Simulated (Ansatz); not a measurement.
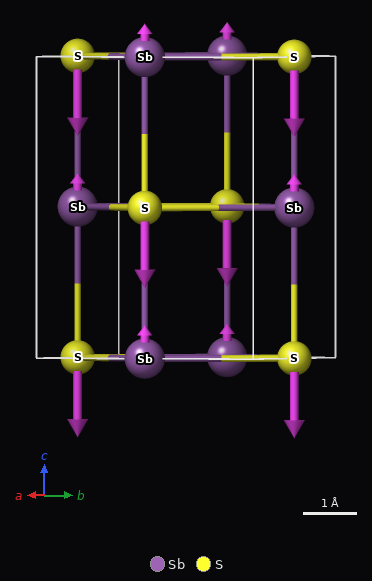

One vibrational mode of solid SbS (a generated structure) at the zone centre. The pink arrows give the relative displacements of the atoms. Style: ball-and-stick. Shown: the conventional cell (2 times the calculation's cell), from a free direction. Lengths and directions refer to the drawn axes.

Computed with DFT PBE, scalar-relativistic, plane waves, PAW in Ansatz. Set-up: plane-wave cutoff 420 eV; k-point mesh 20 × 20 × 20; occupations fermi dirac; smearing width 0.15 eV; no spin polarisation.

The frequencies depend somewhat on the k-mesh and the smearing.

### What mode is this, and where does it lie in the spectrum?

This is the B₁u mode at 122 cm⁻¹, the highest optical level, infrared-active by symmetry. The S sublattice moves against the Sb sublattice, along c; it stretches the shortest S–Sb bonds (2.87 Å); the kinetic energy is shared as S 79 %, Sb 21 %. The crystal is a metal, so free carriers screen the infrared response.
